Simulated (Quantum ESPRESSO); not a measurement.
# SiC (P6_3mc): a volume series of phonon spectra, part 5 of 9

Which modes of SiC drive its thermal expansion?

Quantum ESPRESSO 7.5; DFT LDA, scalar-relativistic, plane waves, GBRV ultrasoft pseudopotentials.

So far. Step 4 (Self-consistent run): On a basis chosen for the relaxed cell the pressure is -0.014 GPa, small enough for phonons. Step 5 (Zone-centre response): The Born charges sum to zero within 0.0037 e; the rest is removed before use. Acoustic frequencies in this log differ from zero by the error of the sum rule, which ph.x does not impose.

**6. A displaced supercell**

System of this step: SiC. The cell holds 32 atoms: 16 Si and 16 C. Cell: a = 6.112 Å, b = 6.112 Å, c = 10.030 Å, α = 90.0°, β = 90.0°, γ = 120.0°. It derives from SiC, repeated 2×2×2.

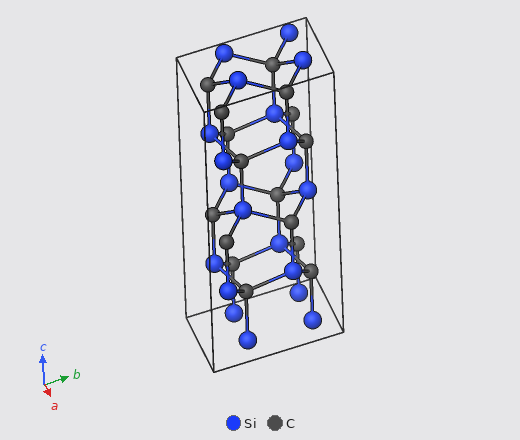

The cell of this step (silicon blue, carbon dark grey). Some periodic images of atoms are drawn too.

Contents of disp-00002.in:

```
 &control
    calculation='scf',
    prefix='x',
    outdir='./tmp',
    pseudo_dir='./pseudo',
    tprnfor=.true.,
    disk_io='none',
 /
 &system
    ibrav=0,
    nat=32,
    ntyp=2,
    ecutwfc=45.0,
    ecutrho=270.0,
    occupations='fixed',
    nbnd=66,
 /
 &electrons
    conv_thr=1.0d-11,
    mixing_beta=0.7,
    electron_maxstep=100,
 /
ATOMIC_SPECIES
 Si     28.0850  Si.upf
 C      12.0110  C.upf
CELL_PARAMETERS angstrom
     6.111714673    0.000000000    0.000000000
    -3.055857336    5.292900167    0.000000000
     0.000000000    0.000000000   10.030449830
ATOMIC_POSITIONS crystal
 Si     0.164963925   0.333333333   0.000597284
 Si     0.666666667   0.333333333   0.002300026
 Si     0.166666667   0.833333333   0.002300026
 Si     0.666666667   0.833333333   0.002300026
 Si     0.166666667   0.333333333   0.502300026
 Si     0.666666667   0.333333333   0.502300026
 Si     0.166666667   0.833333333   0.502300026
 Si     0.666666667   0.833333333   0.502300026
 Si     0.333333333   0.166666667   0.252300026
 Si     0.833333333   0.166666667   0.252300026
 Si     0.333333333   0.666666667   0.252300026
 Si     0.833333333   0.666666667   0.252300026
 Si     0.333333333   0.166666667   0.752300026
 Si     0.833333333   0.166666667   0.752300026
 Si     0.333333333   0.666666667   0.752300026
 Si     0.833333333   0.666666667   0.752300026
 C      0.166666667   0.333333333   0.190199974
 C      0.666666667   0.333333333   0.190199974
 C      0.166666667   0.833333333   0.190199974
 C      0.666666667   0.833333333   0.190199974
 C      0.166666667   0.333333333   0.690199974
 C      0.666666667   0.333333333   0.690199974
 C      0.166666667   0.833333333   0.690199974
 C      0.666666667   0.833333333   0.690199974
 C      0.333333333   0.166666667   0.440199974
 C      0.833333333   0.166666667   0.440199974
 C      0.333333333   0.666666667   0.440199974
 C      0.833333333   0.666666667   0.440199974
 C      0.333333333   0.166666667   0.940199974
 C      0.833333333   0.166666667   0.940199974
 C      0.333333333   0.666666667   0.940199974
 C      0.833333333   0.666666667   0.940199974
K_POINTS automatic
 4 4 2 0 0 0
```

Run with:

```
$ OMP_NUM_THREADS=1 mpirun -n 2 pw.x -nk 2 -in disp-00002.in > disp-00002.out
```

Output:

```text
[banner, memory and clock lines left out]
Program PWSCF v.7.5

     G-vector sticks info

     bravais-lattice index     =            0
     lattice parameter (alat)  =      11.5495  a.u.
     unit-cell volume          =    2189.6454 (a.u.)^3
     number of atoms/cell      =           32
     number of atomic types    =            2
     number of electrons       =       128.00
     number of Kohn-Sham states=           66
     kinetic-energy cutoff     =      45.0000  Ry
     charge density cutoff     =     270.0000  Ry
     scf convergence threshold =      1.0E-11
     mixing beta               =       0.7000
     number of iterations used =            8  plain     mixing
     Exchange-correlation= SLA  PZ   NOGX NOGC
                           (   1   1   0   0   0   0   0)

     celldm(1)=  11.549467  celldm(2)=   0.000000  celldm(3)=   0.000000
     celldm(4)=   0.000000  celldm(5)=   0.000000  celldm(6)=   0.000000

     crystal axes: (cart. coord. in units of alat)
               a(1) = (   1.000000   0.000000   0.000000 )
               a(2) = (  -0.500000   0.866025   0.000000 )
               a(3) = (   0.000000   0.000000   1.641184 )

     reciprocal axes: (cart. coord. in units 2 pi/alat)
               b(1) = (  1.000000  0.577350 -0.000000 )
               b(2) = (  0.000000  1.154701  0.000000 )
               b(3) = (  0.000000 -0.000000  0.609316 )

     PseudoPot. # 1 for Si read from file:
     ./pseudo/Si.upf
     Pseudo is Ultrasoft + core correction, Zval =  4.0
     Using radial grid of  899 points,  6 beta functions with:
                l(1) =   0
                l(2) =   0
                l(3) =   1
                l(4) =   1
                l(5) =   2
                l(6) =   2
     Q(r) pseudized with  8 coefficients,  rinner =    0.900   0.900   0.900
                                                       0.900   0.900

     PseudoPot. # 2 for C  read from file:
     ./pseudo/C.upf
     Pseudo is Ultrasoft + core correction, Zval =  4.0
     Using radial grid of  721 points,  4 beta functions with:
                l(1) =   0
                l(2) =   0
                l(3) =   1
                l(4) =   1
     Q(r) pseudized with  8 coefficients,  rinner =    1.100   1.100   1.100

     atomic species   valence    mass     pseudopotential
     Si                4.00    28.08500     Si( 1.00)
     C                 4.00    12.01100     C ( 1.00)

     No symmetry found

   Cartesian axes

     site n.     atom                  positions (alat units)
         1        Si     tau(   1) = (  -0.0017027   0.2886751   0.0009803  )
         2        Si     tau(   2) = (   0.5000000   0.2886751   0.0037748  )
         3        Si     tau(   3) = (  -0.2500000   0.7216878   0.0037748  )
         4        Si     tau(   4) = (   0.2500000   0.7216878   0.0037748  )
         5        Si     tau(   5) = (   0.0000000   0.2886751   0.8243669  )
         6        Si     tau(   6) = (   0.5000000   0.2886751   0.8243669  )
         7        Si     tau(   7) = (  -0.2500000   0.7216878   0.8243669  )
         8        Si     tau(   8) = (   0.2500000   0.7216878   0.8243669  )
         9        Si     tau(   9) = (   0.2500000   0.1443376   0.4140708  )
        10        Si     tau(  10) = (   0.7500000   0.1443376   0.4140708  )
        11        Si     tau(  11) = (  -0.0000000   0.5773503   0.4140708  )
        12        Si     tau(  12) = (   0.5000000   0.5773503   0.4140708  )
        13        Si     tau(  13) = (   0.2500000   0.1443376   1.2346630  )
        14        Si     tau(  14) = (   0.7500000   0.1443376   1.2346630  )
        15        Si     tau(  15) = (  -0.0000000   0.5773503   1.2346630  )
        16        Si     tau(  16) = (   0.5000000   0.5773503   1.2346630  )
        17        C      tau(  17) = (   0.0000000   0.2886751   0.3121532  )
        18        C      tau(  18) = (   0.5000000   0.2886751   0.3121532  )
        19        C      tau(  19) = (  -0.2500000   0.7216878   0.3121532  )
        20        C      tau(  20) = (   0.2500000   0.7216878   0.3121532  )
        21        C      tau(  21) = (   0.0000000   0.2886751   1.1327453  )
        22        C      tau(  22) = (   0.5000000   0.2886751   1.1327453  )
        23        C      tau(  23) = (  -0.2500000   0.7216878   1.1327453  )
        24        C      tau(  24) = (   0.2500000   0.7216878   1.1327453  )
        25        C      tau(  25) = (   0.2500000   0.1443376   0.7224493  )
        26        C      tau(  26) = (   0.7500000   0.1443376   0.7224493  )
        27        C      tau(  27) = (  -0.0000000   0.5773503   0.7224493  )
        28        C      tau(  28) = (   0.5000000   0.5773503   0.7224493  )
        29        C      tau(  29) = (   0.2500000   0.1443376   1.5430414  )
        30        C      tau(  30) = (   0.7500000   0.1443376   1.5430414  )
        31        C      tau(  31) = (  -0.0000000   0.5773503   1.5430414  )
        32        C      tau(  32) = (   0.5000000   0.5773503   1.5430414  )

     number of k points=    20
                       cart. coord. in units 2pi/alat
        k(    1) = (   0.0000000   0.0000000   0.0000000), wk =   0.0625000
        k(    2) = (   0.0000000   0.0000000  -0.3046581), wk =   0.0625000
        k(    3) = (   0.0000000   0.2886751   0.0000000), wk =   0.1250000
        k(    4) = (   0.0000000   0.2886751  -0.3046581), wk =   0.1250000
        k(    5) = (   0.0000000  -0.5773503   0.0000000), wk =   0.0625000
        k(    6) = (   0.0000000  -0.5773503  -0.3046581), wk =   0.0625000
        k(    7) = (   0.2500000   0.4330127   0.0000000), wk =   0.1250000
        k(    8) = (   0.2500000   0.4330127  -0.3046581), wk =   0.1250000
        k(    9) = (  -0.2500000   0.1443376   0.0000000), wk =   0.1250000
        k(   10) = (   0.2500000   0.1443376   0.0000000), wk =   0.1250000
        k(   11) = (  -0.2500000   0.1443376  -0.3046581), wk =   0.1250000
        k(   12) = (   0.2500000   0.1443376  -0.3046581), wk =   0.1250000
        k(   13) = (   0.5000000  -0.2886751   0.0000000), wk =   0.0625000
        k(   14) = (  -0.5000000  -0.2886751   0.0000000), wk =   0.0625000
        k(   15) = (   0.5000000  -0.2886751  -0.3046581), wk =   0.0625000
        k(   16) = (  -0.5000000  -0.2886751  -0.3046581), wk =   0.0625000
        k(   17) = (  -0.2500000   0.4330127   0.0000000), wk =   0.1250000
        k(   18) = (   0.5000000  -0.0000000   0.0000000), wk =   0.1250000
        k(   19) = (  -0.2500000   0.4330127   0.3046581), wk =   0.1250000
        k(   20) = (   0.5000000  -0.0000000  -0.3046581), wk =   0.1250000

[...]
total energy              =    -339.20204898 Ry
     estimated scf accuracy    <       0.00000055 Ry

     iteration # 12     ecut=    45.00 Ry     beta= 0.70
     Davidson diagonalization with overlap
     ethr =  1.85E-10,  avg # of iterations =  2.0

     total energy              =    -339.20204901 Ry
     estimated scf accuracy    <       0.00000007 Ry

     iteration # 13     ecut=    45.00 Ry     beta= 0.70
     Davidson diagonalization with overlap
     ethr =  5.77E-11,  avg # of iterations =  2.0

     total energy              =    -339.20204902 Ry
     estimated scf accuracy    <          4.2E-09 Ry

     iteration # 14     ecut=    45.00 Ry     beta= 0.70
     Davidson diagonalization with overlap
     ethr =  3.28E-12,  avg # of iterations =  3.3

     total energy              =    -339.20204902 Ry
     estimated scf accuracy    <          1.7E-09 Ry

     iteration # 15     ecut=    45.00 Ry     beta= 0.70
     Davidson diagonalization with overlap
     ethr =  1.30E-12,  avg # of iterations =  2.0

     total energy              =    -339.20204902 Ry
     estimated scf accuracy    <          2.3E-10 Ry

     iteration # 16     ecut=    45.00 Ry     beta= 0.70
     Davidson diagonalization with overlap
     ethr =  1.82E-13,  avg # of iterations =  2.1

     total energy              =    -339.20204902 Ry
     estimated scf accuracy    <          5.8E-11 Ry

     iteration # 17     ecut=    45.00 Ry     beta= 0.70
     Davidson diagonalization with overlap
     ethr =  1.00E-13,  avg # of iterations =  2.0

     End of self-consistent calculation

          k = 0.0000 0.0000 0.0000 ( 11201 PWs)   bands (ev):

    -6.0191  -4.8083  -4.7920  -2.5983  -2.5915  -2.5847  -2.3297  -1.7086
    -1.6970  -1.6882  -1.6863  -1.6859  -1.6670  -1.1177  -1.1137  -1.1031
     0.7907   1.2310   1.2408   1.2481   1.2507   1.2555   1.2585   1.8161
     1.8237   1.8243   3.2866   3.2923   3.2957   4.1012   4.1064   4.1134
     5.1596   5.1710   6.2424   6.2446   6.2500   6.2532   6.2576   6.2583
     7.1227   7.1313   7.1346   7.1447   7.1498   7.1499   7.2605   7.2662
     7.2673   7.2700   7.2747   7.2940   8.2859   8.2924   8.4088   8.4127
     8.4133   8.8854   8.8953   8.9092   8.9096   9.5109   9.6138   9.6185
    12.3313  12.3354

          k = 0.0000 0.0000-0.3047 ( 11176 PWs)   bands (ev):

    -5.7190  -5.6988  -3.4142  -3.3993  -2.3604  -2.3510  -2.3434  -2.3347
    -2.3336  -2.3170  -1.1802  -1.1690  -1.1640  -1.1561  -1.1548  -1.1345
     1.1307   1.1415   1.1433   1.1521   1.1591   1.1606   2.3443   2.3510
     2.3557   2.3631   2.3670   2.3691   2.3701   2.3782   5.4259   5.4319
     5.4387   5.4400   5.4404   5.4580   6.4697   6.4768   6.4793   6.4938
     6.4972   6.4984   7.2306   7.2342   7.2392   7.2419   7.2442   7.2649
     7.9560   7.9655   7.9680   7.9812   7.9842   7.9849   8.0084   8.0255
     8.4443   8.4529   8.4692   8.4710   9.3784   9.3874   9.4034   9.4043
    12.6546  12.6626

          k = 0.0000 0.2887 0.0000 ( 11165 PWs)   bands (ev):

[...]
12.6813  13.1837

          k = 0.0000 0.2887-0.3047 ( 11180 PWs)   bands (ev):

[...]
12.7488  12.7590

          k = 0.0000-0.5774 0.0000 ( 11154 PWs)   bands (ev):

[...]
12.6531  12.6568

          k = 0.0000-0.5774-0.3047 ( 11180 PWs)   bands (ev):

[...]
13.5293  13.5405

          k = 0.2500 0.4330 0.0000 ( 11176 PWs)   bands (ev):

[...]
12.0134  14.0577

          k = 0.2500 0.4330-0.3047 ( 11154 PWs)   bands (ev):

[...]
13.1176  13.1317

          k =-0.2500 0.1443 0.0000 ( 11165 PWs)   bands (ev):

[...]
12.6803  13.1795

          k = 0.2500 0.1443 0.0000 ( 11165 PWs)   bands (ev):

[...]
12.6823  13.1786

          k =-0.2500 0.1443-0.3047 ( 11180 PWs)   bands (ev):

[...]
12.7477  12.7588

          k = 0.2500 0.1443-0.3047 ( 11180 PWs)   bands (ev):

[...]
12.7498  12.7594

          k = 0.5000-0.2887 0.0000 ( 11154 PWs)   bands (ev):

[...]
12.6516  12.6591

          k =-0.5000-0.2887 0.0000 ( 11154 PWs)   bands (ev):

[...]
12.6514  12.6576

          k = 0.5000-0.2887-0.3047 ( 11180 PWs)   bands (ev):

[...]
13.5271  13.5331

          k =-0.5000-0.2887-0.3047 ( 11180 PWs)   bands (ev):

[...]
13.5269  13.5321

          k =-0.2500 0.4330 0.0000 ( 11176 PWs)   bands (ev):

[...]
12.0141  14.0514

          k = 0.5000-0.0000 0.0000 ( 11176 PWs)   bands (ev):

[...]
12.0138  14.0527

          k =-0.2500 0.4330 0.3047 ( 11154 PWs)   bands (ev):

[...]
13.1175  13.1327

          k = 0.5000-0.0000-0.3047 ( 11154 PWs)   bands (ev):

    -4.9056  -4.8853  -3.8728  -3.8671  -3.8542  -3.8445  -2.6647  -2.6492
    -1.7736  -1.7683  -1.7586  -1.7498  -1.6737  -1.6533  -1.0097  -0.9891
     1.9324   1.9461   2.6484   2.6616   2.6737   2.6800   2.6846   2.6903
     2.9066   2.9209   3.4948   3.5133   4.4962   4.5046   4.5137   4.5171
     4.8156   4.8210   4.8286   4.8340   5.3862   5.4030   5.7137   5.7336
     6.0285   6.0350   6.0495   6.0510   6.3369   6.3476   6.4035   6.4213
     7.1406   7.1513   7.2137   7.2284   7.4826   7.4916   7.5031   7.5063
     8.2656   8.2670   8.2710   8.2879   8.4138   8.4335   8.5446   8.5535
    13.1175  13.1322

     highest occupied, lowest unoccupied level (ev):     9.6185   12.0134

!    total energy              =    -339.20204902 Ry
     estimated scf accuracy    <          2.9E-12 Ry

     The total energy is the sum of the following terms:
     one-electron contribution =      90.37055852 Ry
     hartree contribution      =      37.32744112 Ry
     xc contribution           =    -130.23676315 Ry
     ewald contribution        =    -336.66328551 Ry

     convergence has been achieved in  17 iterations

     Forces acting on atoms (cartesian axes, Ry/au):

     atom    1 type  1   force =     0.01098172    0.00011580    0.01650359
     atom    2 type  1   force =    -0.00220558    0.00069400    0.00102207
     atom    3 type  1   force =    -0.00069071    0.00087500    0.00065514
     atom    4 type  1   force =     0.00051025   -0.00156746    0.00139090
     atom    5 type  1   force =    -0.00008606   -0.00000000   -0.00099274
     atom    6 type  1   force =     0.00009241   -0.00014731   -0.00040729
     atom    7 type  1   force =     0.00011132    0.00001103   -0.00032953
     atom    8 type  1   force =    -0.00014377    0.00013647   -0.00048539
     atom    9 type  1   force =    -0.00132465    0.00066760   -0.00157581
     atom   10 type  1   force =     0.00124421    0.00081201   -0.00048893
     atom   11 type  1   force =    -0.00016529   -0.00148247   -0.00103455
     atom   12 type  1   force =     0.00012550    0.00000107   -0.00035673
     atom   13 type  1   force =     0.00087032   -0.00059489   -0.00024531
     atom   14 type  1   force =    -0.00096991   -0.00046742   -0.00183172
     atom   15 type  1   force =    -0.00016019    0.00106220   -0.00103643
     atom   16 type  1   force =     0.00012292    0.00000004   -0.00035509
[...]
atom   25 type  2   force =     0.00011759   -0.00001637    0.00057374
     atom   26 type  2   force =    -0.00021677   -0.00017630    0.00070608
     atom   27 type  2   force =     0.00008891    0.00019288    0.00064025
     atom   28 type  2   force =    -0.00006563   -0.00000018    0.00024723
     atom   29 type  2   force =    -0.00147730    0.00031403   -0.00153255
     atom   30 type  2   force =    -0.00506945   -0.00240556   -0.00349019
     atom   31 type  2   force =    -0.00091889    0.00197466   -0.00247410
     atom   32 type  2   force =     0.00011108    0.00000075   -0.00018666

     Total force =     0.022931     Total SCF correction =     0.000005
     Message from routine punch:
     Nothing written, as per user request (disk_io='none')
```

Wall time 7 min (2 MPI ranks of Arm Neoverse V2, shared host); 14 min of CPU time.

Numbers from this step:

- gap on the k-mesh: 2.395 eV

Force (size) by element, in eV/Å:

```csv
element,atoms,mean,spread (r.m.s.),least,largest
Si,16,0.063,0.117,0.009,0.510
C,16,0.038,0.052,0.004,0.170
```

The atoms with the largest values:

```csv
atom,"x, y, z (Å)",force (eV/Å)
Si1,"-0.01, 1.76, 0.01","0.282, 0.003, 0.424"
C30,"4.58, 0.88, 9.43","-0.130, -0.062, -0.090"
C17,"0.00, 1.76, 1.91","-0.029, 0.000, -0.156"
C31,"0.00, 3.53, 9.43","-0.024, 0.051, -0.064"
Si2,"3.06, 1.76, 0.02","-0.057, 0.018, 0.026"
Si9,"1.53, 0.88, 2.53","-0.034, 0.017, -0.041"
Si4,"1.53, 4.41, 0.02","0.013, -0.040, 0.036"
C29,"1.53, 0.88, 9.43","-0.038, 0.008, -0.039"
```

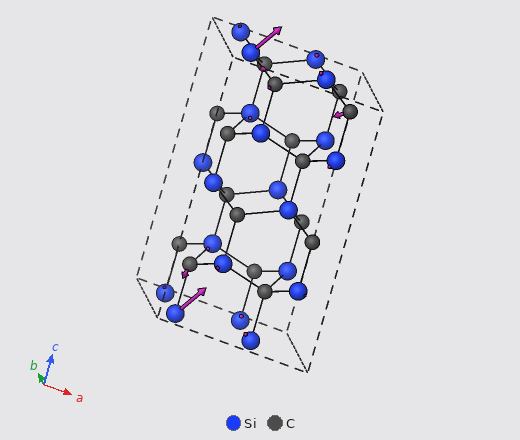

Force as arrows, the longest 0.510 eV/Å. Some periodic images of atoms are drawn too.

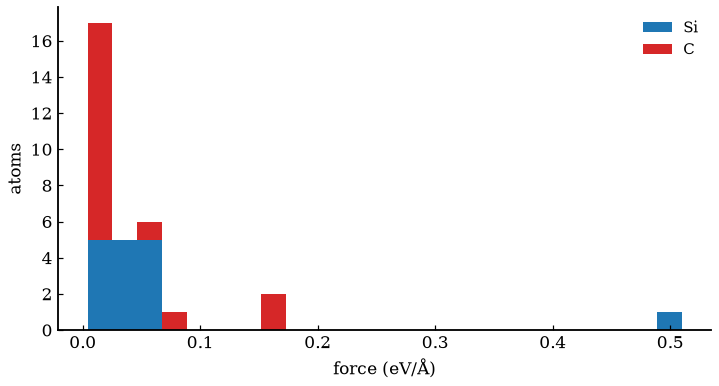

Force as a stacked histogram.

At this level the gap is 2.39 eV on the k-mesh of the self-consistent run, which can miss the band edges.

**7. A displaced supercell**

One atom (for the harmonic constants) or a pair of atoms (for the cubic ones) is moved by a few hundredths of an ångström; the forces on all atoms give a column of force constants. The threshold is tight because the forces are small.

disp-00001.in, as its differences from disp-00002.in of step 6:

```diff
@@ -30,3 +30,3 @@
 ATOMIC_POSITIONS crystal
- Si     0.164963925   0.333333333   0.000597284
+ Si     0.168369408   0.333333333   0.004002767
  Si     0.666666667   0.333333333   0.002300026
```

Run with:

```
$ OMP_NUM_THREADS=1 mpirun -n 2 pw.x -nk 2 -in disp-00001.in > disp-00001.out
```

Output:

```text
[banner, memory and clock lines left out]
Program PWSCF v.7.5

     G-vector sticks info

     bravais-lattice index     =            0
     lattice parameter (alat)  =      11.5495  a.u.
     unit-cell volume          =    2189.6454 (a.u.)^3
     number of atoms/cell      =           32
     number of atomic types    =            2
     number of electrons       =       128.00
     number of Kohn-Sham states=           66
     kinetic-energy cutoff     =      45.0000  Ry
[...]
atom    1 type  1   force =    -0.01047310    0.00010740   -0.01736406
     atom    2 type  1   force =     0.00220629   -0.00070327   -0.00122497
     atom    3 type  1   force =     0.00070223   -0.00086786   -0.00085432
[...]
atom   31 type  2   force =     0.00092386   -0.00194699    0.00268493
     atom   32 type  2   force =    -0.00011234    0.00000073    0.00037355

     Total force =     0.023459     Total SCF correction =     0.000007
     Message from routine punch:
     Nothing written, as per user request (disk_io='none')
[key lines of the parts left out:]
!    total energy              =    -339.20203840 Ry
convergence has been achieved in  17 iterations
```

Run time: 7.1 min. Hardware: 2 MPI ranks; 14 min of CPU time.

(Part 5 of 9 ends here.)

[Logs are printed without paths, hosts, clocks, repeated set-up lines and the standing remarks that a program may print on its own settings, such as how far it seeks lower states.]

[Hosts, paths, dates, database ids (printed as entryN), source tags and the programs' standing remarks are cut or masked in the printed files.]

[A step with changed settings may run another functional than the one named; its input shows which.]

[Of the runs on displaced cells, only some may be shown.]
